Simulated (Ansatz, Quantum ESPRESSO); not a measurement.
# 2H-WSe2, 1 layer: biaxial strain by an ASE script, part 2 of 2

Wanted: deformation of the bands of 2H-WSe2, 1 layer, driven from Python.

Quantum ESPRESSO 7.5; plane-wave DFT, PBE, GBRV ultrasoft pseudopotentials; geometry by Ansatz 0.2.0 with PAW datasets.

So far: The structure; Relaxation with Ansatz.

## Step 3: Running the series

Under ESM bc1 levels count from the vacuum, or from the mean of the two vacuum levels where the sheet has a dipole, so band edges at unlike strains can be compared.

Level of this step: plane-wave DFT, PBE, GBRV ultrasoft pseudopotentials (Quantum ESPRESSO 7.5).

run.py

```python
import json
import numpy as np
from ase import Atoms
from ase.calculators.espresso import Espresso, EspressoProfile

profile = EspressoProfile(command='mpirun -n 2 pw.x -nk 2', pseudo_dir='../pseudo')
pseudopotentials = {'Se': 'se_pbe_v1.uspp.F.UPF', 'W': 'w_pbe_v1.2.uspp.F.UPF'}
system = {'ecutwfc': 40, 'ecutrho': 200, 'occupations': 'smearing', 'smearing': 'fd', 'degauss': 0.002}


def calculator(name, kpts, **extra):
    data = dict(control=dict(tprnfor=True, verbosity='high', disk_io='none'),
                system=system | extra,
                electrons=dict(conv_thr=1e-09, mixing_beta=0.4, mixing_mode='plain',
                               electron_maxstep=100))
    return Espresso(profile=profile, directory=name, pseudopotentials=pseudopotentials, kpts=kpts, input_data=data)


def centre(atoms):
    z = atoms.positions[:, 2]
    atoms.positions[:, 2] -= (z.max() + z.min()) / 2  # ESM wants the slab about z = 0
    return atoms

sheet = Atoms(
    ['Se', 'W', 'Se'],
    scaled_positions=[
        [0.3333333333, 0.6666666667, 0.4104176239],
        [0.0000000000, 0.0000000000, 0.5000000044],
        [0.3333333333, 0.6666666667, 0.5895823717]],
    cell=[
        [3.319892571519, 0.000000000000, 0.000000000000],
        [-1.659946285759, 2.875111304771, 0.000000000000],
        [0.000000000000, 0.000000000000, 18.740347933900]],
    pbc=True)

rows = []
for strain in [-0.03, -0.015, 0.0, 0.015, 0.03]:
    atoms = sheet.copy()
    atoms.set_cell(sheet.cell.array * [[1 + strain], [1 + strain], [1]], scale_atoms=True)
    atoms = centre(atoms)
    atoms.calc = calculator(f's{strain:+.3f}', (12, 12, 1), assume_isolated='esm', esm_bc='bc1', nbnd=17)
    energy = atoms.get_potential_energy()
    levels = np.array([atoms.calc.get_eigenvalues(kpt=i) for i in range(len(atoms.calc.get_ibz_k_points()))])
    top, bottom = levels[:, 12].max(), levels[:, 13].min()
    direct = (levels[:, 13] - levels[:, 12]).min()
    rows.append([strain, energy, top, bottom, direct])
    print(f'strain {strain:+.3f}: E = {energy:.5f} eV, valence top {top:.3f}, conduction bottom {bottom:.3f}, '
          f'gap {bottom - top:.3f}, least direct gap {direct:.3f} eV')

x, energy, top, bottom, direct = np.array(rows).T
area = np.linalg.norm(np.cross(*sheet.cell[:2]))
stiffness = np.polyfit(x, energy, 2)[0] / area * 16.0218  # C11 + C12, heights clamped
print(f'valence and conduction edges move by {np.polyfit(x, top, 1)[0]:.2f} and {np.polyfit(x, bottom, 1)[0]:.2f} eV per unit biaxial strain')
print(f'C11 + C12 with clamped heights: {stiffness:.1f} N/m')
json.dump(dict(rows=rows, stiffness=stiffness), open('result.json', 'w'))
```

The run is started by

```console
OMP_NUM_THREADS=1 python run.py
```

Log:

```text
strain -0.030: E = -3353.20905 eV, valence top -5.027, conduction bottom -3.374, gap 1.652, least direct gap 1.887 eV
strain -0.015: E = -3353.29248 eV, valence top -5.055, conduction bottom -3.387, gap 1.668, least direct gap 1.709 eV
strain +0.000: E = -3353.31983 eV, valence top -5.089, conduction bottom -3.539, gap 1.550, least direct gap 1.550 eV
strain +0.015: E = -3353.29736 eV, valence top -5.128, conduction bottom -3.720, gap 1.408, least direct gap 1.408 eV
strain +0.030: E = -3353.23049 eV, valence top -5.168, conduction bottom -3.887, gap 1.282, least direct gap 1.282 eV
valence and conduction edges move by -2.37 and -9.05 eV per unit biaxial strain
C11 + C12 with clamped heights: 186.7 N/m
```

Run time: 7.2 min. Hardware: 2 MPI ranks of Arm Neoverse N1, shared host; peak memory 0.57 GiB.

The input that ASE wrote for the first run, and its log:

```
&CONTROL
   verbosity        = 'high'
   tprnfor          = .true.
   disk_io          = 'none'
   pseudo_dir       = '../pseudo'
/
&SYSTEM
   nbnd             = 17
   ecutwfc          = 40
   ecutrho          = 200
   occupations      = 'smearing'
   degauss          = 0.002
   smearing         = 'fd'
   assume_isolated  = 'esm'
   esm_bc           = 'bc1'
   ntyp             = 2
   nat              = 3
   ibrav            = 0
/
&ELECTRONS
   electron_maxstep = 100
   conv_thr         = 1e-09
   mixing_mode      = 'plain'
   mixing_beta      = 0.4
/
&IONS
/
&CELL
/
&FCP
/
&RISM
/
ATOMIC_SPECIES
Se 78.971 se_pbe_v1.uspp.F.UPF
W 183.84 w_pbe_v1.2.uspp.F.UPF

K_POINTS automatic
12 12 1  0 0 0

CELL_PARAMETERS angstrom
3.22029579437343 0.00000000000000 0.00000000000000
-1.61014789718623 2.78885796562787 0.00000000000000
0.00000000000000 0.00000000000000 18.74034793390000

ATOMIC_POSITIONS angstrom
Se -0.0000000002 1.8592386438 -1.6788048556  
W 0.0000000000 0.0000000000 0.0000001237  
Se -0.0000000002 1.8592386438 1.6788048556
```

```text
Program PWSCF v.7.5 starts
[citation notice left out]

     Parallel version (MPI & OpenMP), running on       2 processor cores
     Number of MPI processes:                 2
     Threads/MPI process:                     1

     MPI processes distributed on     1 nodes
[... 1 line left out ...]

Warning: card &CELL ignored
Warning: card &FCP ignored
Warning: card &RISM ignored

     Current dimensions of program PWSCF are:
     Max number of different atomic species (ntypx) = 10
     Max number of k-points (npk) =  40000
     Max angular momentum in pseudopotentials (lmaxx) =  4
     Message from routine setup:
     using ibrav=0 with symmetry is DISCOURAGED, use correct ibrav instead

     K-points division:     npool     =       2
     Subspace diagonalization in iterative solution of the eigenvalue problem:
     a serial algorithm will be used

     G-vector sticks info
     --------------------
     sticks:   dense  smooth     PW     G-vecs:    dense   smooth      PW
     Sum         511     421    121                54309    38915    6583

     Using Slab Decomposition

     bravais-lattice index     =            0
     lattice parameter (alat)  =       6.0855  a.u.
     unit-cell volume          =    1135.7857 (a.u.)^3
     number of atoms/cell      =            3
     number of atomic types    =            2
     number of electrons       =        26.00
     number of Kohn-Sham states=           17
     kinetic-energy cutoff     =      40.0000  Ry
     charge density cutoff     =     200.0000  Ry
     scf convergence threshold =      1.0E-09
     mixing beta               =       0.4000
     number of iterations used =            8  plain     mixing
     Exchange-correlation= SLA  PW   PBE  PBE
                           (   1   4   3   4   0   0   0)

     Effective Screening Medium Method
     =================================
     Boundary Conditions: Vacuum-Slab-Vacuum
     total charge in unit cell        =   0.0000
     grid points for fit at edges     =        4

[... 10 lines left out ...]
     PseudoPot. # 1 for Se read from file:
     ../pseudo/se_pbe_v1.uspp.F.UPF
     Pseudo is Ultrasoft + core correction, Zval =  6.0
     Generated by new atomic code, or converted to UPF format
     Using radial grid of  877 points,  6 beta functions with:
                l(1) =   0
                l(2) =   0
                l(3) =   1
                l(4) =   1
                l(5) =   2
                l(6) =   2
     Q(r) pseudized with  8 coefficients,  rinner =    1.300   1.300   1.300
                                                       1.300   1.300

     PseudoPot. # 2 for W  read from file:
     ../pseudo/w_pbe_v1.2.uspp.F.UPF
     Pseudo is Ultrasoft + core correction, Zval = 14.0
     Generated by new atomic code, or converted to UPF format
     Using radial grid of  923 points,  8 beta functions with:
                l(1) =   0
                l(2) =   0
[... 514 lines left out ...]

          k = 0.0000 0.0000 0.0000 (  4823 PWs)   bands (ev):

   -78.9670 -43.2691 -43.0713 -43.0713 -20.1280 -18.8135 -11.5214  -7.4517
    -7.3257  -7.3257  -6.1122  -6.1122  -5.5979  -1.8118  -1.8118  -1.6422
    -1.6422

     occupation numbers
     1.0000   1.0000   1.0000   1.0000   1.0000   1.0000   1.0000   1.0000
     1.0000   1.0000   1.0000   1.0000   1.0000   0.0000   0.0000   0.0000
     0.0000

[... 144 lines left out ...]

     the Fermi energy is    -4.3653 ev

!    total energy              =    -246.45634123 Ry
     estimated scf accuracy    <          6.5E-10 Ry
     smearing contrib. (-TS)   =      -0.00000000 Ry
     internal energy E=F+TS    =    -246.45634123 Ry

     The total energy is F=E-TS. E is the sum of the following terms:
     one-electron contribution =     692.29037742 Ry
     hartree contribution      =    -350.49998507 Ry
     xc contribution           =    -100.84951618 Ry
     ewald contribution        =    -487.39721739 Ry

     convergence has been achieved in  19 iterations

     negative rho (up, down):  6.969E-02 0.000E+00

     Forces acting on atoms (cartesian axes, Ry/au):

     atom    1 type  1   force =     0.00000000    0.00000000   -0.02803750
     atom    2 type  2   force =    -0.00000000   -0.00000000    0.00000000
     atom    3 type  1   force =     0.00000000    0.00000000    0.02803750
     The non-local contrib.  to forces
     atom    1 type  1   force =     0.00000000    0.00000000    0.31021377
     atom    2 type  2   force =    -0.00000000    0.00000000    0.00000000
     atom    3 type  1   force =     0.00000000    0.00000000   -0.31021377
     The ionic contribution  to forces
     atom    1 type  1   force =     0.00000000   -0.00000000  -45.03895351
     atom    2 type  2   force =    -0.00000000    0.00000000    0.00000105
     atom    3 type  1   force =     0.00000000   -0.00000000   45.03895246
     The local contribution  to forces
     atom    1 type  1   force =     0.00000000   -0.00000000   44.73272761
     atom    2 type  2   force =     0.00000000   -0.00000000   -0.00001436
     atom    3 type  1   force =     0.00000000   -0.00000000  -44.73272376
     The core correction contribution to forces
     atom    1 type  1   force =    -0.00000000    0.00000000   -0.03207090
     atom    2 type  2   force =     0.00000000   -0.00000000    0.00000012
     atom    3 type  1   force =    -0.00000000    0.00000000    0.03207090
     The Hubbard contrib.    to forces
     atom    1 type  1   force =     0.00000000    0.00000000    0.00000000
     atom    2 type  2   force =     0.00000000    0.00000000    0.00000000
     atom    3 type  1   force =     0.00000000    0.00000000    0.00000000
     The SCF correction term to forces
     atom    1 type  1   force =     0.00000000   -0.00000000    0.00004693
     atom    2 type  2   force =     0.00000000    0.00000000   -0.00000000
     atom    3 type  1   force =     0.00000000   -0.00000000   -0.00004693

     Total force =     0.039651     Total SCF correction =     0.000066
     Message from routine punch:
     Nothing written, as per user request (disk_io='none')

[... 1 line left out ...]

[... 1 line left out ...]

[... 1 line left out ...]

[... 3 lines left out ...]

[... 1 line left out ...]

[... 2 lines left out ...]

[... 1 line left out ...]

[... 1 line left out ...]

=------------------------------------------------------------------------------=
   JOB DONE.
=------------------------------------------------------------------------------=
```

Numbers from this step:

| Quantity | Value |
| --- | --- |
| biaxial stiffness | 186.7 N/m |

Table of band edge from the vacuum level by biaxial strain:

```csv
biaxial strain (%),valence top (eV),conduction bottom (eV)
-3.00,-5.03,-3.37
-1.50,-5.06,-3.39
0.00,-5.09,-3.54
1.50,-5.13,-3.72
3.00,-5.17,-3.89
```

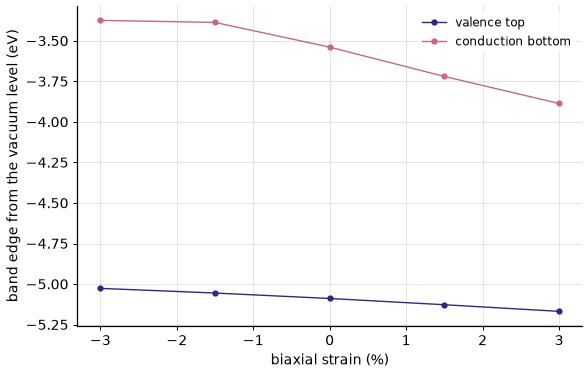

Band edge from the vacuum level, plotted against biaxial strain.

Table of gap by biaxial strain:

| biaxial strain (%) | on the mesh (eV) | least direct (eV) |
| --- | --- | --- |
| -3.00 | 1.65 | 1.89 |
| -1.50 | 1.67 | 1.71 |
| 0.00 | 1.55 | 1.55 |
| 1.50 | 1.41 | 1.41 |
| 3.00 | 1.28 | 1.28 |

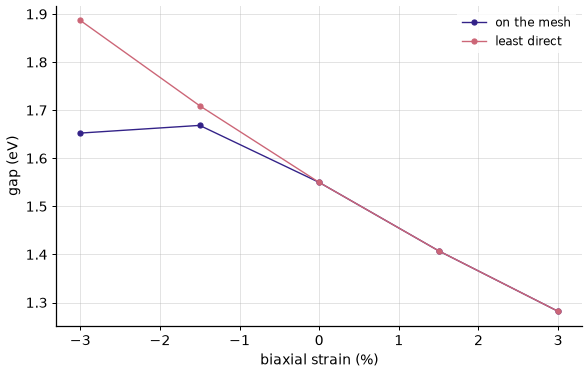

Gap against biaxial strain.

The energy over the lowest by biaxial strain:

```
biaxial strain (%)  energy over the lowest (meV)
             -3.00                           111
             -1.50                          27.3
              0.00                             0
              1.50                          22.5
              3.00                          89.3
```

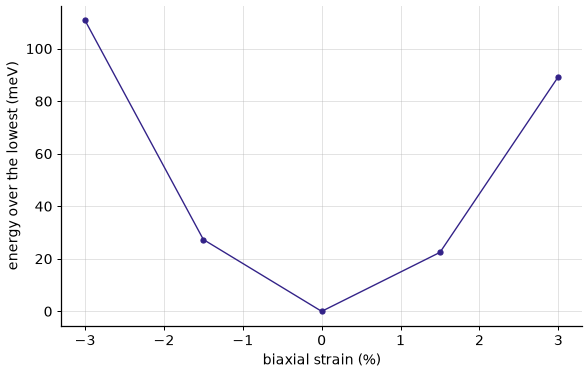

Energy over the lowest, plotted against biaxial strain.

## Step 4: Running the series: LDA, GBRV ultrasoft

Level of this step: plane-wave DFT, LDA, GBRV ultrasoft pseudopotentials (Quantum ESPRESSO 7.5).

run.py, as its differences from the input of step 3:

```diff
@@ -6,3 +6,3 @@
 profile = EspressoProfile(command='mpirun -n 2 pw.x -nk 2', pseudo_dir='../pseudo')
-pseudopotentials = {'Se': 'se_pbe_v1.uspp.F.UPF', 'W': 'w_pbe_v1.2.uspp.F.UPF'}
+pseudopotentials = {'Se': 'se_lda_v1.uspp.F.UPF', 'W': 'w_lda_v1.2.uspp.F.UPF'}
 system = {'ecutwfc': 40, 'ecutrho': 200, 'occupations': 'smearing', 'smearing': 'fd', 'degauss': 0.002}
```

The run is started by

```console
OMP_NUM_THREADS=1 python run.py
```

Log:

```text
strain -0.030: E = -3343.32400 eV, valence top -5.321, conduction bottom -3.691, gap 1.629, least direct gap 1.871 eV
strain -0.015: E = -3343.32036 eV, valence top -5.347, conduction bottom -3.700, gap 1.647, least direct gap 1.695 eV
strain +0.000: E = -3343.26411 eV, valence top -5.378, conduction bottom -3.841, gap 1.537, least direct gap 1.537 eV
strain +0.015: E = -3343.16133 eV, valence top -5.414, conduction bottom -4.018, gap 1.395, least direct gap 1.395 eV
strain +0.030: E = -3343.01749 eV, valence top -5.452, conduction bottom -4.182, gap 1.270, least direct gap 1.270 eV
valence and conduction edges move by -2.20 and -8.66 eV per unit biaxial strain
C11 + C12 with clamped heights: 174.2 N/m
```

Run time: 7.4 min. Hardware: 2 MPI ranks; peak memory 0.57 GiB; 15 min of CPU time.

Read from the output:

* biaxial stiffness: 174.2 N/m

Table of band edge from the vacuum level by biaxial strain:

```csv
biaxial strain (%),valence top (eV),conduction bottom (eV)
-3.00,-5.32,-3.69
-1.50,-5.35,-3.70
0.00,-5.38,-3.84
1.50,-5.41,-4.02
3.00,-5.45,-4.18
```

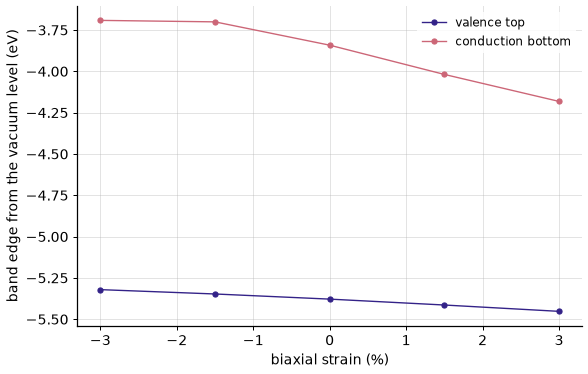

Band edge from the vacuum level against biaxial strain.

Table of gap by biaxial strain:

```csv
biaxial strain (%),on the mesh (eV),least direct (eV)
-3.00,1.63,1.87
-1.50,1.65,1.69
0.00,1.54,1.54
1.50,1.40,1.40
3.00,1.27,1.27
```

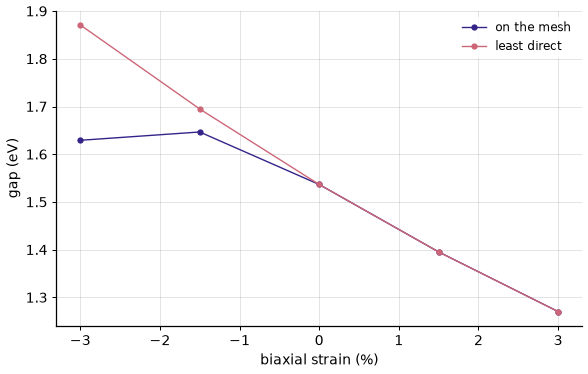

Gap against biaxial strain.

Energy over the lowest against biaxial strain:

```
biaxial strain (%)  energy over the lowest (meV)
             -3.00                             0
             -1.50                          3.63
              0.00                          59.9
              1.50                           163
              3.00                           307
```

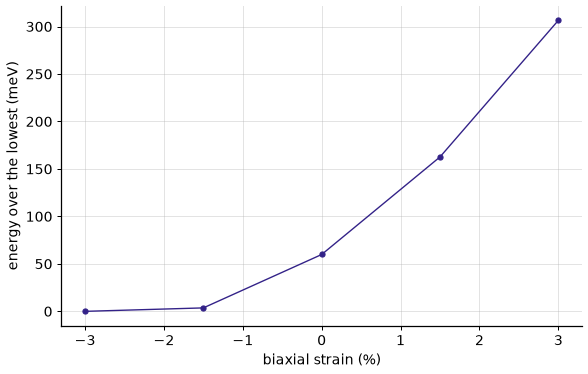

Energy over the lowest against biaxial strain.

## Step 5: The script, with ecutwcf = 40

Another try, with an input changed as a hurried user might.

Level of this step: plane-wave DFT, PBE, GBRV ultrasoft pseudopotentials (Quantum ESPRESSO 7.5).

run.py, as its differences from the input of step 3:

```diff
@@ -7,3 +7,3 @@
 pseudopotentials = {'Se': 'se_pbe_v1.uspp.F.UPF', 'W': 'w_pbe_v1.2.uspp.F.UPF'}
-system = {'ecutwfc': 40, 'ecutrho': 200, 'occupations': 'smearing', 'smearing': 'fd', 'degauss': 0.002}
+system = {'ecutwfc': 40, 'ecutrho': 200, 'occupations': 'smearing', 'smearing': 'fd', 'degauss': 0.002, 'ecutwcf': 40}
 
@@ -14,3 +14,3 @@
                 electrons=dict(conv_thr=1e-09, mixing_beta=0.4, mixing_mode='plain',
-                               electron_maxstep=100))
+                               electron_maxstep=60))
     return Espresso(profile=profile, directory=name, pseudopotentials=pseudopotentials, kpts=kpts, input_data=data)
@@ -36,3 +36,3 @@
 rows = []
-for strain in [-0.03, -0.015, 0.0, 0.015, 0.03]:
+for strain in [-0.03, -0.015, 0.0]:
     atoms = sheet.copy()
```

The run is started by

```console
OMP_NUM_THREADS=1 python run.py
```

Log:

```text
subprocess.CalledProcessError: the calculator's command failed
```

The job ended after 2 s (2 MPI ranks; peak memory 0.16 GiB).

The input that ASE wrote for the run that failed, and its log:

```
&CONTROL
   verbosity        = 'high'
   tprnfor          = .true.
   disk_io          = 'none'
   pseudo_dir       = '../pseudo'
/
&SYSTEM
   nbnd             = 17
   ecutwfc          = 40
   ecutrho          = 200
   occupations      = 'smearing'
   degauss          = 0.002
   smearing         = 'fd'
   assume_isolated  = 'esm'
   esm_bc           = 'bc1'
   ecutwcf          = 40
   ntyp             = 2
   nat              = 3
   ibrav            = 0
/
&ELECTRONS
   electron_maxstep = 60
   conv_thr         = 1e-09
   mixing_mode      = 'plain'
   mixing_beta      = 0.4
/
&IONS
/
&CELL
/
&FCP
/
&RISM
/
ATOMIC_SPECIES
Se 78.971 se_pbe_v1.uspp.F.UPF
W 183.84 w_pbe_v1.2.uspp.F.UPF

K_POINTS automatic
12 12 1  0 0 0

CELL_PARAMETERS angstrom
3.22029579437343 0.00000000000000 0.00000000000000
-1.61014789718623 2.78885796562787 0.00000000000000
0.00000000000000 0.00000000000000 18.74034793390000

ATOMIC_POSITIONS angstrom
Se -0.0000000002 1.8592386438 -1.6788048556  
W 0.0000000000 0.0000000000 0.0000001237  
Se -0.0000000002 1.8592386438 1.6788048556
```

```text
Program PWSCF v.7.5 starts
[citation notice left out]

     Parallel version (MPI & OpenMP), running on       2 processor cores
     Number of MPI processes:                 2
     Threads/MPI process:                     1

     MPI processes distributed on     1 nodes
[... 1 line left out ...]

 %%%%%%%%%%%%%%%%%%%%%%%%%%%%%%%%%%%%%%%%%%%%%%%%%%%%%%%%%%%%%%%%%%%%%%%%%%%%%%
     Error in routine  read_namelists (1):
      bad line in namelist &system: "   ecutwcf          = 40" (error could be in the previous line)
 %%%%%%%%%%%%%%%%%%%%%%%%%%%%%%%%%%%%%%%%%%%%%%%%%%%%%%%%%%%%%%%%%%%%%%%%%%%%%%

     stopping ...
```

The program refused the input before any cycle.

A key was misspelt on purpose.

The namelist reader stops at a key that the namelist doesn't hold; the line has to be put right or, where the proper key already stands in the input, deleted.

## Step 6: Worked from the printed numbers

Under equal strain ε in the plane, E = A (C11 + C12) ε². From the points at ±1.5 %: d²E/dε² = (27.35 + 22.46 − 2 × 0.00) meV / 0.015² = 221 eV, and 221/(2 × 9.545 Å²) × 16.02 = 186 N/m.

## Step 7: Summary of results

```yaml
c11_c12_heights_clamped_pbe_gbrv_ultrasoft: 187 N/m
gap_on_the_mesh_at_zero_strain_pbe_gbrv_ultrasoft: 1.55 eV
valence_top_below_the_vacuum_at_zero_strain_pbe_gbrv_ultrasoft: 5.09 eV
shift_of_the_valence_top_per_unit_biaxial_strain_pbe_gbrv_ultrasoft: -2.4 eV
c11_c12_heights_clamped_lda_gbrv_ultrasoft: 174 N/m
gap_on_the_mesh_at_zero_strain_lda_gbrv_ultrasoft: 1.54 eV
valence_top_below_the_vacuum_at_zero_strain_lda_gbrv_ultrasoft: 5.38 eV
shift_of_the_valence_top_per_unit_biaxial_strain_lda_gbrv_ultrasoft: -2.2 eV
```

The sheet's biaxial stiffness comes to 187 N/m and its gap at zero strain to 1.55 eV (PBE, GBRV ultrasoft). From −3 % to +3 % the gap on the mesh goes from 1.65 to 1.28 eV; it is direct at some strains and indirect at others. The conduction bottom bends along the series, so the script's straight-line slope describes it poorly. Heights are clamped under strain, which makes a sheet with several atomic planes too stiff. Zero strain is the PBE cell; under LDA the energy is lowest near -2.5 %, so its stiffness is taken away from its own minimum. Semilocal gaps are too small. Spin-orbit coupling is left out; depending on the atoms that carry the levels of interest, it can split and shift them by tenths of an eV to an eV or more.

[Logs are printed without paths, hosts, clocks, repeated set-up lines and the standing remarks that a program may print on its own settings, such as how far it seeks lower states.]

[Hosts, paths, dates, database ids (printed as entryN), source tags and the programs' standing remarks are cut or masked in the printed files.]

[Maps of the electrostatic potential energy from Ansatz leave out the sawtooth potential of an applied field or a dipole correction, so their vacuum need not be flat; planar profiles and work functions include it.]
